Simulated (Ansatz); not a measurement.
**AlGa$_{3}$As$_{4}$: density, localisation and related maps**

Input

```
crystal:
  lattice:
    - [-2.9628505938, 2.9628505938, 5.9261678816]
    - [2.9628505938, -2.9628505938, 5.9261678816]
    - [2.9628505938, 2.9628505938, -5.9261678816]
  atoms:
    - { symbol: Al, position: [0.5, 0.5, 0.0] }
    - { symbol: Ga, position: [0.0, 0.0, 0.0] }
    - { symbol: Ga, position: [0.25, 0.75, 0.5] }
    - { symbol: Ga, position: [0.75, 0.25, 0.5] }
    - { symbol: As, position: [0.874084, 0.874084, 0.49887] }
    - { symbol: As, position: [0.375214, 0.375214, 0.50113] }
    - { symbol: As, position: [0.125916, 0.624786, 0.0] }
    - { symbol: As, position: [0.624786, 0.125916, 0.0] }
basis:
  ecutwfc: 420
kpoints:
  mp_grid: { grid: [10, 10, 10] }
hamiltonian:
  xc: pbe
scf:
  occupations: { method: gaussian, width: 0.02 }
output:
  forces: true
  stress: true
  eigenvalues: true
  write_density: true
  write_potential: true
  elf: true
  volumetric_format: npy
relax:
  adjacent_minimum: "off"
  f_tol: 0.01
  max_steps: 30
  cell: { stress_tol: 0.1, fix: [volume] }
```

Command:

```sh
ansatz run input.yaml --threads 4 --pin off --max-ram 8192MiB --backend cpu --events-out ev --progress --plain --runs-dir out
```

Below, planes, directions and counts refer to the conventional cell (a = 5.93 Å, b = 5.93 Å, c = 11.85 Å, α = 90.00°, β = 90.00°, γ = 90.00°).

Space group I-42m; a structure generated by program, which may or may not match a known phase; changed on purpose from its base cell (volume × 1.10, shape and atoms relaxed); computed pressure about −5 GPa in this cell.

Computed with DFT PBE, scalar-relativistic, plane waves, PAW (Ansatz 0.2.0).

In a PAW calculation such maps are meaningful between the atoms, not at the nuclei.

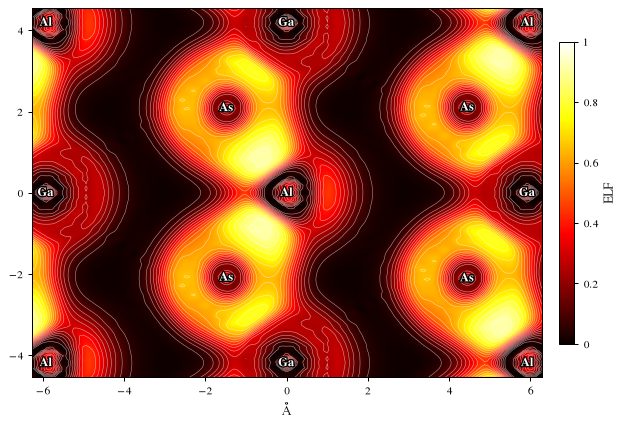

Figure 1. Electron localisation function on the (110) plane of the conventional cell.

Describe what can be read from this map.

- Atoms in the plane: Al, Ga and As.
- Al–As (2.56 Å): the ELF peaks at about 0.90 between the atoms.
- Ga–As (2.57 Å): the ELF peaks at about 0.80 between the atoms.
- The features right at Ga lie inside the PAW spheres, where the map follows smoothed inner orbitals and isn't to be read closely.

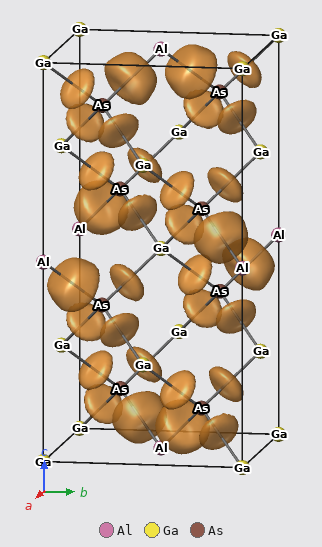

Figure 2. Isosurface of the ELF at 0.7 (orange), seen slightly off an axis. Only the valence region is drawn (cores and ρ < 0.01 e/Å³ removed). Sticks mark near contacts.

Describe the localisation domains.

The ELF exceeds this value in eight regions between bonded Al–As atoms and 24 regions between bonded As–Ga atoms, counted in one cell of 16 atoms. Regions shared between cells count once.

Metal or insulator at this level of theory?

It is metallic or semimetallic at this level of theory: no gap opens.
